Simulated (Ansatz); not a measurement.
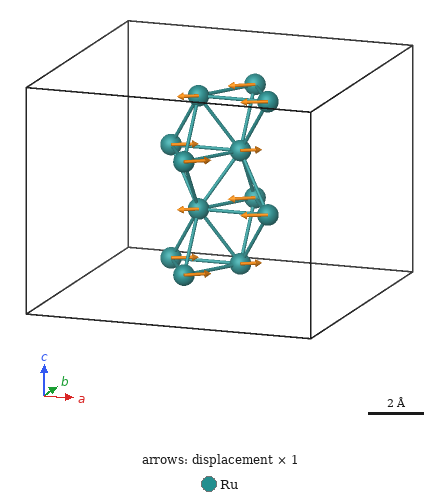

This is a relaxation of a wire of composition Ru. The starting structure is drawn; orange arrows show the displacements (the part carried along by the change of the cell is left out), at their true length.

The picture is a ball-and-stick view of the 2 repeat of the cell, with the vacuum cut short, seen slightly off an axis.

Case: wire along [0 0 1], 6 atoms a period.

Level of theory: DFT PBEsol, scalar-relativistic, plane waves, PAW (Ansatz).

The input:
```yaml
crystal:
  lattice:
    - [13.0, 0.0, 0.0]
    - [0.0, 13.2, 0.0]
    - [0.0, 0.0, 4.2519209237]
  atoms:
    - { symbol: Ru, position: [0.4482783844, 0.3529547907, 0.25] }
    - { symbol: Ru, position: [0.3448351533, 0.5294090419, 0.25] }
    - { symbol: Ru, position: [0.5517216156, 0.5294090419, 0.25] }
    - { symbol: Ru, position: [0.4482783844, 0.4705909581, 0.75] }
    - { symbol: Ru, position: [0.6551648467, 0.4705909581, 0.75] }
    - { symbol: Ru, position: [0.5517216156, 0.6470452093, 0.75] }
basis:
  ecutwfc: 420
kpoints:
  mp_grid: { grid: [1, 1, 13] }
hamiltonian:
  xc: pbesol
scf:
  occupations: { method: gaussian, width: 0.05 }
output:
  forces: true
  stress: true
  eigenvalues: true
  populations: true
  write_density: true
  write_potential: true
  elf: true
  volumetric_format: npy
relax:
  adjacent_minimum: "off"
  f_tol: 0.02
  max_steps: 45
  cell: { fix: [a, b, alpha, beta, gamma], stress_tol: 0.03 }
```

Run as
```bash
ansatz run input.yaml --threads 4 --pin off --max-ram 11264MiB --backend cpu --events-out ev --progress --plain --runs-dir out
```

Describe the change and its energy.

Answer. The largest moves relative to the layer's centre, 1.03 Å, are those of Ru1 and Ru6. Along the periodic axis the drawn cell goes c 8.504 → 8.259 Å (−2.9 %). Near-neighbour distances that change, for instance: Ru1–Ru5 3.764 → 2.321 Å, Ru3–Ru4 2.633 → 3.784 Å, Ru1–Ru3 2.690 → 2.466 Å, Ru1–Ru2 2.690 → 2.533 Å. New bonds form: Ru1–Ru5 (3.76 → 2.32 Å), Ru2–Ru6 (3.76 → 2.32 Å). Bonds break: Ru3–Ru4 (2.63 → 3.78 Å). Bond angles that change, for instance: Ru3–Ru5–Ru4 59.3° → 95.5°, Ru1–Ru4–Ru6 120.7° → 84.5°, Ru1–Ru4–Ru2 145.7° → 132.9°. Over 24 accepted moves (28 points after the start) the energy falls by 3.647 eV per cell of the calculation. Largest force component: 3.5 eV/Å at the start, 0.001 eV/Å at the end. The line search rejected the trial steps at points 8, 19, 22 of the run. At 1 point the geometry stayed and the basis and grid were re-selected for the new cell (energy shift of 1.0 meV per cell of the calculation at most each time). Cost: 100 s on 4 threads of Intel(R) Xeon(R) 6975P-C (Granite Rapids), on a shared host, peak memory 1.4 GiB.

Limits of the set-up: the k-point mesh is coarse for a cell with partly filled bands.
